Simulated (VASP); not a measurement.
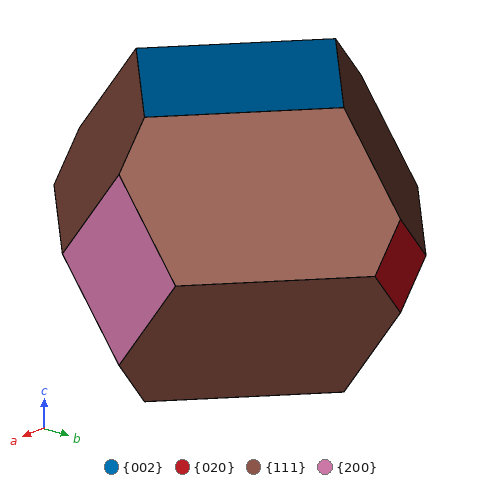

CO2, space group Cmce (No. 64), a = 5.272 Å, b = 4.775 Å, c = 6.587 Å, α = 90.00°, β = 90.00°, γ = 90.00°. Crystal habit computed by the BFDH rule (growth rate of a face proportional to 1/d, systematic absences taken into account). This is a geometric estimate, not an energy calculation. Origin: a cell listed in the Materials Project, as set up for an electronic-structure calculation. Forms under 0.4 % of the area are left out.

Why is the form written {002} rather than {001}?

The reflection 001 is extinguished by the screw axis (and also by a glide plane) of Cmce: equivalent layers repeat every d/2 = 3.294 Å, and the rule uses that shorter spacing.

List the forms with their spacings and shares.

| form | faces | d (Å) | share of area (%) |
| --- | --- | --- | --- |
| {111} | 8 | 3.118 | 73.4 |
| {002} | 2 | 3.294 | 18.1 |
| {200} | 2 | 2.636 | 6.7 |
| {020} | 2 | 2.387 | 1.8 |
